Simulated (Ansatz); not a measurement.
# Geometry relaxation of CoO (part 2 of 3)

Continued. System: CoO (slab, 12 atoms in the cell). Method: DFT PBE, scalar-relativistic, plane waves, PAW, spin-polarised (Ansatz 0.2.0); cutoff 420 eV, 11×11×1 k-mesh, Gaussian smearing of 0.1 eV, collinear spins. The structure derives from an entry of the Crystallography Open Database. It belongs to a series of runs on one base structure; here: (0 0 1) slab, atoms relaxed.

Geometry of the input (Å; fractional positions):
```
3.0160  0.0000  0.0000
0.0000  3.0160  0.0000
0.0000  0.0000  25.5362
Co 0.5000  0.5000  0.2937
O  0.0000  0.0000  0.2937
Co 0.0000  0.0000  0.3762
O  0.5000  0.5000  0.3762
Co 0.5000  0.5000  0.4587
O  0.0000  0.0000  0.4587
Co 0.0000  0.0000  0.5413
O  0.5000  0.5000  0.5413
Co 0.5000  0.5000  0.6238
O  0.0000  0.0000  0.6238
Co 0.0000  0.0000  0.7063
O  0.5000  0.5000  0.7063
```

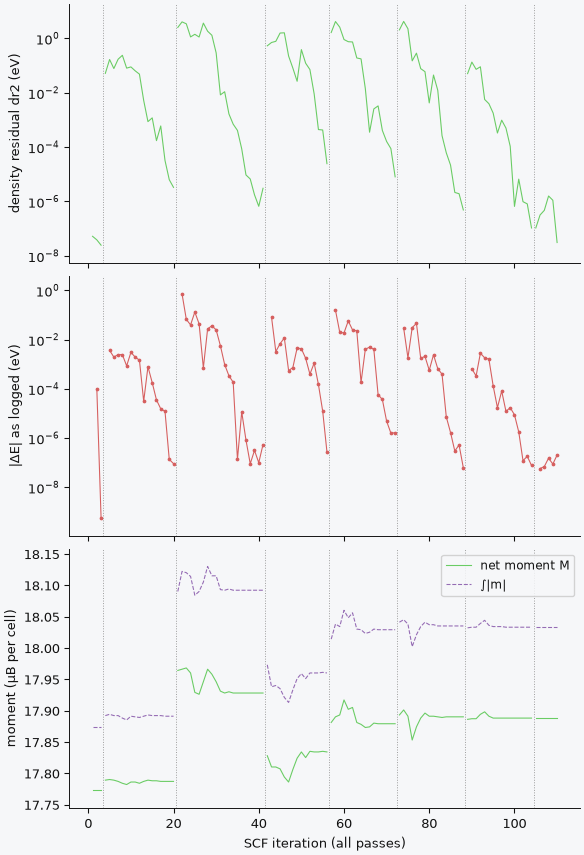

Convergence of the self-consistent field: density residual dr2, size of the energy change and magnetic moment against the SCF iteration. The dotted lines part the SCF passes of the relaxation: geometry steps, rejected trials and re-solves on a re-selected basis. The 8 passes take 3 to 21 iterations each, 110 in all. The net moment goes from 17.8 to 17.9 μB per cell.

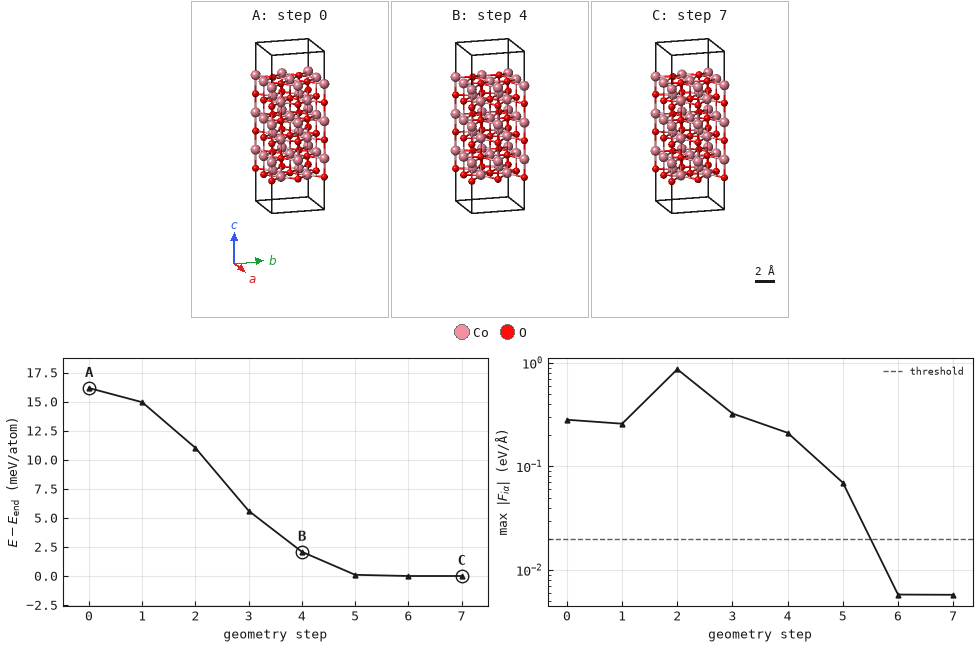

Frames of the relaxation (ball-and-stick view of the 2 × 2 repeat of the cell, with the vacuum cut short, seen slightly off an axis) above the curves, on which the letters mark them (the first geometry is step 0 here and step 1 in the log).

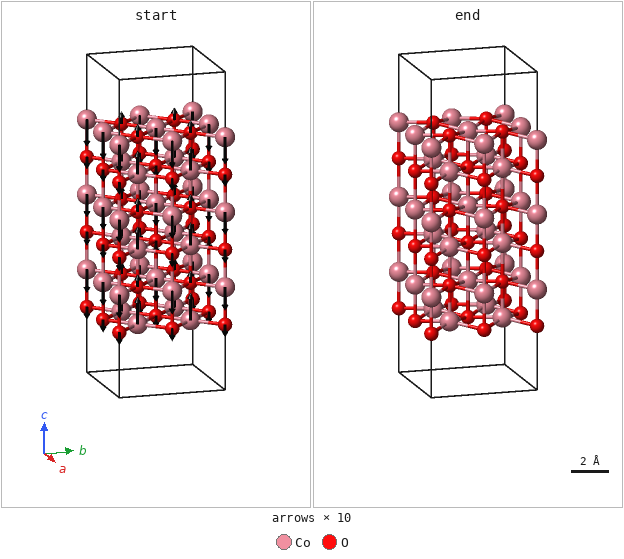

Before (left) and after (right) the relaxation, at one scale (ball-and-stick view of the 2 × 2 repeat of the cell, with the vacuum cut short, seen slightly off an axis). The black arrows give the displacements, magnified 10 times. Over 7 geometry steps the energy falls by 16.2 meV per atom. Largest force component: 0.28 eV/Å at the start, 0.0058 eV/Å at the end. The largest moves, 0.15 Å, are those of Co1 and Co11. Largest moves by element: Co 0.15 Å, O 0.08 Å. The lattice vectors keep their values. Among the contacts that change: Co1–O4 2.107 → 2.022 Å, Co9–O12 2.107 → 2.046 Å, Co7–O10 2.107 → 2.166 Å, Co3–O6 2.107 → 2.162 Å. Among the angles that change: O12–Co11–O12 180.0° → 167.9°, Co1–O2–Co1 180.0° → 167.9°, O8–Co7–O8 180.0° → 168.9°. (Atoms are counted from 1 in the order of the input.)

```
WARN: this result may not be the lowest state: it starts from a saved state, and a run that led to that state saw a lower one. See that run's warnings
WARN: this walk started from a saved state under which a lower one was seen (saved_state_not_lowest): [file] holds labels of the higher one, and is kept as [file]
WARN: The output density's exchange-correlation potential varies sharply where the density is thin. Do not read a vacuum level from v_tot or v_xc, or from such a field of the output density. On a cell that repeats whose density bears no net charge and no dipole along the vacuum's axis use v_es (v_loc + v_h of the components); under efield.dipole_correction with no amplitude use v_es + v_field, which holds any external_charges[].barrier, or the levels of the report's work_function block, which leave it out; under a non-zero efield.amplitude the vacuum is tilted and has no level; on a cell that repeats and bears such a dipole with no correction it is tilted too, and efield.dipole_correction with no amplitude gives each side of its ramp a level where efield: is served; in a cell that repeats whose density bears a net charge (total_charge, or a fill off its count) it is curved and has none; of a slab under crystal.periodic whose density bears no net charge use v_es, which has a level on each side, short of where the two are joined; of another it falls or rises all the way out and has none; of a slab beside external_charges read slab_vacuum_level instead, which it has where they leave it neutral. The grid or the basis barely resolves most such structure, and the values can differ between equally converged runs; as a rule a tighter scf.convergence.dr2_threshold does not remove it. Where the density itself ripples (under the LDA too) a higher basis.ecutwfc lessens it. The files hold the spikes' plane waves up to the density's cutoff. Files: v_tot_of_output_density and the like, and their columns of v_z.tsv (output.write_potential); v_xc_of_output_density and the like, and their columns of v_comp_z.tsv (output.write_potential_components). Measured: with its Gaussian average of σ = 0.25 Å subtracted twice, the exchange-correlation potential is over 0.1 eV at 3226 of the grid points where the equally averaged density (valence and model cores) is under 1e-3 e/Å³, and 1.78 eV at the most among them, at an averaged density of 1.4e-7 e/Å³. The input density's (outcome.potential() and, of a run that writes arrays, v_tot and v_xc) is over 0.1 eV, so measured, at 290 points of its own thin density, 0.338 eV at the most. See output.write_potential in the manual, Limitations
SCF converged after 6 iterations
Magnetization: 17.8878 μB (77.9439 up, 60.0561 down)
Absolute magnetization: 18.0332 μB (∫|ρ↑−ρ↓|, with the PAW one-centre terms)
Spin contamination: 0.0427 ħ² per cell (⟨S²⟩ above its minimum at these occupations)
Per-site moments (μB) at R_I (Å): [(2.4097853270071723, 0.8341858432299983), (0.31949484263752354, 0.8439225107560874), (2.5014205938608085, 0.8439225107560874), (0.3670939950748946, 0.8341858432299983), (2.495954160400371, 0.8482979968262794), (0.3508804720162208, 0.8482969882911645), (2.495958813155946, 0.8482969882911645), (0.35088180320802925, 0.8482979968262794), (2.501390506135368, 0.8439205115698682), (0.3670946401636135, 0.834184000670849), (2.409795397258726, 0.834184000670849), (0.31949692394464446, 0.8439205115698682)]
Free energy (F): -34152.131243 eV
Harris-Foulkes:  -34152.131243 eV  (|F-HF|=7.33e-9)
Internal energy: -34152.048238 eV  (E = F + TS)
E sigma→0 (E₀):  -34152.089741 eV
Entropy (-TS):   -0.083005 eV (-6.917 meV/atom)
Fermi energy:    4.700631 eV
Dipole field:    D = -0.000026 V/Å  (p = -0.000033 e·Å, saw-weighted, corrected)
Work function:   Φ+ = 4.3880 eV   Φ− = 4.3874 eV
Levels:          The Fermi level and band energies are counted from a zero that moves with the ramp; work functions are not
--- Per-component energies (eV) ---
  E_band       = -3096.486295
  E_kinetic    = 3702.353485
  E_local      = -233543.472459  (includes V_loc(G=0)·N_el)
  E_nonlocal   = 3082.351660
  E_hartree    = 114297.427442
  E_xc         = -1370.806358
  E_vxc        = -1761.429108  (∫ρ·V_xc dr)
  E_paw        = -10060.198660  (= ΣΔE_a)
  E_vpaw       = -3171.157950  (= ΣTr[D̂ρ^β])
  E_aug_tail   = 0.014375  (compensation charges beyond the density's cutoff)
  E_efield     = 0.000000  (sawtooth field / dipole correction)
  E_vefield    = 0.000000  (∫n·V_field dr)
  E_ewald      = 89740.282276
  E_smearing   = -0.083005  (= −TS)
  E_closure    = 0.000000  (closes the sum)
  Σ components = -34152.131243   (vs F -34152.131243, Δ=0.00e0)
--- Forces (eV/Å), atoms counted from 1 ---
  atom   1  Co     0.00000000     0.00000000     0.00193355
  atom   2  O      0.00000000     0.00000000     0.00211622
  atom   3  Co    -0.00000000     0.00000000     0.00241612
  atom   4  O     -0.00000000     0.00000000    -0.00088691
  atom   5  Co     0.00000000     0.00000000    -0.00574497
  atom   6  O     -0.00000000     0.00000000     0.00146345
  atom   7  Co     0.00000000     0.00000000     0.00575957
  atom   8  O     -0.00000000     0.00000000    -0.00148194
  atom   9  Co     0.00000000     0.00000000    -0.00247527
  atom  10  O      0.00000000     0.00000000     0.00089400
  atom  11  Co    -0.00000000     0.00000000    -0.00188950
  atom  12  O     -0.00000000     0.00000000    -0.00212108
  max |Σ_I F_I| component: 1.68e-5 eV/Å
--- Band table (eV; the first three rows and the last of 42) ---
  k-point 0 ↑: bands = ["-92.2573", "-92.2572", "-92.2438", "-92.2373", "-92.2074", "-92.2074", "-55.8300", "-55.8297", "-55.7928", "-55.7627", "-55.7449", "-55.7449", "-55.3933", "-55.3933", "-55.3837", "-55.3837", "-55.3833", "-55.3833", "-55.3742", "-55.3742", "-55.3479", "-55.3479", "-55.3479", "-55.3479", "-15.4955", "-15.2611", "-14.7779", "-14.4903", "-14.2554", "-14.2208", "-2.4527", "-2.3535", "-1.5554", "-0.9468", "-0.3689", "0.0905", "0.0905", "0.2107", "0.2107", "0.2946", "0.6395", "0.6395", "0.7920", "0.7920", "0.9089", "0.9631", "0.9631", "1.0122", "1.1052", "1.1501", "1.1501", "1.3683", "1.3982", "1.4393", "1.4710", "1.5361", "1.5361", "1.6896", "1.7772", "1.8290", "1.8396", "1.8530", "1.8850", "1.8917", "1.8967", "1.8967", "2.1451", "2.1599", "2.1599", "2.8198", "2.8251", "2.8251", "3.0178", "3.0178", "3.1200", "3.1200", "3.2501", "3.3994", "5.5512", "5.9833", "7.1573", "8.5983", "8.9000", "9.6703", "9.7117", "10.5291", "10.5983", "11.4913", "12.7523", "13.8564", "14.6868", "15.2504", "16.0100", "16.5027"]
  k-point 1 ↑: bands = ["-92.2572", "-92.2571", "-92.2436", "-92.2374", "-92.2074", "-92.2074", "-55.8296", "-55.8294", "-55.7922", "-55.7633", "-55.7451", "-55.7451", "-55.3944", "-55.3928", "-55.3849", "-55.3845", "-55.3833", "-55.3829", "-55.3761", "-55.3744", "-55.3496", "-55.3496", "-55.3480", "-55.3480", "-15.4401", "-15.2109", "-14.7381", "-14.4587", "-14.2273", "-14.1985", "-2.4483", "-2.3310", "-1.6527", "-1.0263", "-0.4127", "-0.2257", "-0.2193", "-0.1276", "-0.0226", "0.1292", "0.2540", "0.2653", "0.3203", "0.4478", "0.4485", "0.5615", "0.6166", "0.6178", "1.2814", "1.3416", "1.3806", "1.4617", "1.5460", "1.5523", "1.5824", "1.7532", "1.7549", "1.7792", "1.8884", "1.9187", "1.9355", "2.0162", "2.0617", "2.0728", "2.1916", "2.2404", "2.3414", "2.3500", "2.4641", "2.7982", "2.8194", "2.9051", "3.0719", "3.1027", "3.1182", "3.1984", "3.4546", "3.6416", "5.9238", "6.2646", "7.3154", "8.7042", "9.0270", "9.8077", "9.8157", "10.6935", "10.8048", "11.6331", "12.8652", "13.8998", "14.6947", "15.2767", "15.9991", "16.1507"]
  k-point 2 ↑: bands = ["-92.2569", "-92.2569", "-92.2430", "-92.2375", "-92.2072", "-92.2072", "-55.8287", "-55.8285", "-55.7904", "-55.7650", "-55.7457", "-55.7457", "-55.3972", "-55.3912", "-55.3882", "-55.3878", "-55.3823", "-55.3819", "-55.3811", "-55.3751", "-55.3542", "-55.3542", "-55.3483", "-55.3483", "-15.2827", "-15.0696", "-14.6306", "-14.3784", "-14.1513", "-14.1376", "-2.4666", "-2.3162", "-1.9482", "-1.4096", "-0.8189", "-0.7759", "-0.6586", "-0.6369", "-0.5336", "-0.4479", "-0.4006", "-0.2476", "-0.2122", "-0.1092", "-0.1011", "0.0119", "0.0334", "0.0774", "1.5304", "1.6030", "1.6262", "1.6477", "1.6914", "1.7200", "1.7359", "1.8577", "1.8820", "2.0684", "2.0726", "2.1005", "2.1552", "2.1918", "2.2892", "2.3165", "2.4963", "2.6318", "2.7883", "2.8367", "2.9150", "3.0419", "3.1294", "3.1438", "3.2606", "3.2713", "3.4263", "3.4794", "3.7497", "4.0780", "6.7891", "6.9691", "7.7552", "8.9968", "9.3773", "10.0729", "10.2213", "11.1462", "11.3114", "12.0584", "13.1813", "13.9546", "14.5744", "15.1955", "15.2077", "15.2847"]
  k-point 20 ↓: bands = ["-89.1898", "-89.1898", "-89.1283", "-89.1283", "-89.1261", "-89.1260", "-52.6942", "-52.6942", "-52.5824", "-52.5824", "-52.5763", "-52.5755", "-52.4779", "-52.4779", "-52.4775", "-52.4774", "-52.4545", "-52.4540", "-52.4321", "-52.4319", "-52.4311", "-52.4309", "-52.4244", "-52.4241", "-13.6773", "-13.6604", "-13.5957", "-13.5920", "-13.1794", "-13.1792", "-1.6472", "-1.6071", "-1.4709", "-1.3875", "-0.9194", "-0.7597", "-0.6584", "-0.4244", "-0.2271", "-0.0936", "-0.0537", "0.1361", "0.2987", "0.4024", "0.5191", "0.6346", "1.2515", "1.3211", "2.6224", "2.7383", "3.1064", "3.1644", "3.5644", "3.5950", "4.7250", "4.7287", "4.7501", "4.7510", "4.7581", "4.7582", "5.0384", "5.0592", "5.0630", "5.0948", "5.1448", "5.1474", "5.1643", "5.2210", "5.4668", "5.5460", "5.5932", "5.7168", "5.8874", "5.9115", "6.0617", "6.0813", "6.3045", "6.3674", "10.8329", "10.8377", "11.9449", "12.0006", "13.0329", "13.0691", "14.0799", "14.3000", "14.4044", "14.4739", "14.5322", "14.5594", "14.9054", "14.9738", "15.6953", "15.7053"]
--- Relaxed structure (8 steps of the walk, 8 accepted, 0 SCFs on fresh bases) ---
  F+E_penalty+E_count = -34152.13124337 eV   max|allowed force component| = 5.761e-3 eV/Å
  atoms:
    - { symbol: Co, position: [0.5, 0.5, 0.2997626740307701] }
    - { symbol: O, position: [-1.7194331406780336e-34, 0.0, 0.2908877675077003] }
    - { symbol: Co, position: [-2.02874090666817e-34, 0.0, 0.37100418128867213] }
    - { symbol: O, position: [0.5, 0.5, 0.3789547530838189] }
    - { symbol: Co, position: [0.5, 0.5, 0.4637927214051255] }
    - { symbol: O, position: [-1.2300596137410176e-35, 0.0, 0.455675653408793] }
    - { symbol: Co, position: [2.603548231872623e-36, 0.0, 0.5362073511143065] }
    - { symbol: O, position: [0.5, 0.5, 0.5443245148542831] }
    - { symbol: Co, position: [0.5, 0.5, 0.6289960731725311] }
    - { symbol: O, position: [1.124202772457095e-34, 0.0, 0.6210450544186534] }
    - { symbol: Co, position: [2.082059080039454e-34, 0.0, 0.70023695855134] }
    - { symbol: O, position: [0.5, 0.5, 0.7091122971640041] }
--- Löwdin populations: 12 sites ---
  site symbol       q [e]    m [muB]
     0     Co     15.9095     2.5192
     1      O      6.9512     0.4108
     2     Co     15.9117     2.5572
     3      O      6.9636     0.4724
     4     Co     15.9092     2.5538
     5      O      6.9681     0.4425
     6     Co     15.9092     2.5538
     7      O      6.9681     0.4425
     8     Co     15.9118     2.5572
     9      O      6.9636     0.4724
    10     Co     15.9095     2.5192
    11      O      6.9512     0.4108
  spilling = 0.005603 (of n_electrons = 138.000000)
```

File populations.tsv:
```
# site	symbol	l	j	q_up	q_dn
# orbitals = lowdin
# n_electrons = 138.000000
# spilling = 0.005603
0	Co	0_3S	-	0.996889	0.997000
0	Co	0_4S	-	0.249201	0.220229
0	Co	1_3P	-	2.999176	2.998527
0	Co	2_3D	-	4.969108	2.479415
1	O	0_2S	-	0.945073	0.914279
1	O	1_2P	-	2.735900	2.355920
2	Co	0_3S	-	0.996161	0.996240
2	Co	0_4S	-	0.255446	0.240687
2	Co	1_3P	-	2.999166	2.998627
2	Co	2_3D	-	4.983701	2.441705
3	O	0_2S	-	0.944597	0.900319
3	O	1_2P	-	2.773412	2.345247
4	Co	0_3S	-	0.996215	0.996328
4	Co	0_4S	-	0.253012	0.235325
4	Co	1_3P	-	2.999193	2.998610
4	Co	2_3D	-	4.983116	2.447445
5	O	0_2S	-	0.942840	0.901303
5	O	1_2P	-	2.762442	2.361509
6	Co	0_3S	-	0.996215	0.996328
6	Co	0_4S	-	0.253012	0.235325
6	Co	1_3P	-	2.999193	2.998610
6	Co	2_3D	-	4.983116	2.447442
7	O	0_2S	-	0.942840	0.901303
7	O	1_2P	-	2.762443	2.361509
8	Co	0_3S	-	0.996161	0.996240
8	Co	0_4S	-	0.255446	0.240688
8	Co	1_3P	-	2.999166	2.998627
8	Co	2_3D	-	4.983701	2.441736
9	O	0_2S	-	0.944597	0.900319
9	O	1_2P	-	2.773412	2.345246
10	Co	0_3S	-	0.996889	0.997000
10	Co	0_4S	-	0.249201	0.220229
10	Co	1_3P	-	2.999176	2.998527
10	Co	2_3D	-	4.969109	2.479403
11	O	0_2S	-	0.945073	0.914280
11	O	1_2P	-	2.735901	2.355917
```

Trajectory as extended XYZ (Å, eV, eV/Å), 8 frames, from step=1 to step=8:
```
12
Lattice="3.0160 0.0000 0.0000 0.0000 3.0160 0.0000 0.0000 0.0000 25.5362" Properties=species:S:1:pos:R:3:forces:R:3 step=1 energy=-34151.93718
Co    1.5080    1.5080    7.5000    0.0000   0.0000   0.2822
O     0.0000    0.0000    7.5000    0.0000   0.0000  -0.1585
Co    0.0000    0.0000    9.6073    0.0000   0.0000  -0.1968
O     1.5080    1.5080    9.6073    0.0000   0.0000  -0.0295
Co    1.5080    1.5080   11.7145    0.0000   0.0000  -0.0057
O     0.0000    0.0000   11.7145    0.0000   0.0000   0.0621
Co    0.0000    0.0000   13.8217    0.0000   0.0000   0.0057
O     1.5080    1.5080   13.8217    0.0000   0.0000  -0.0621
Co    1.5080    1.5080   15.9290    0.0000   0.0000   0.1968
O     0.0000    0.0000   15.9290    0.0000   0.0000   0.0295
Co    0.0000    0.0000   18.0362    0.0000   0.0000  -0.2822
O     1.5080    1.5080   18.0362    0.0000   0.0000   0.1585
```
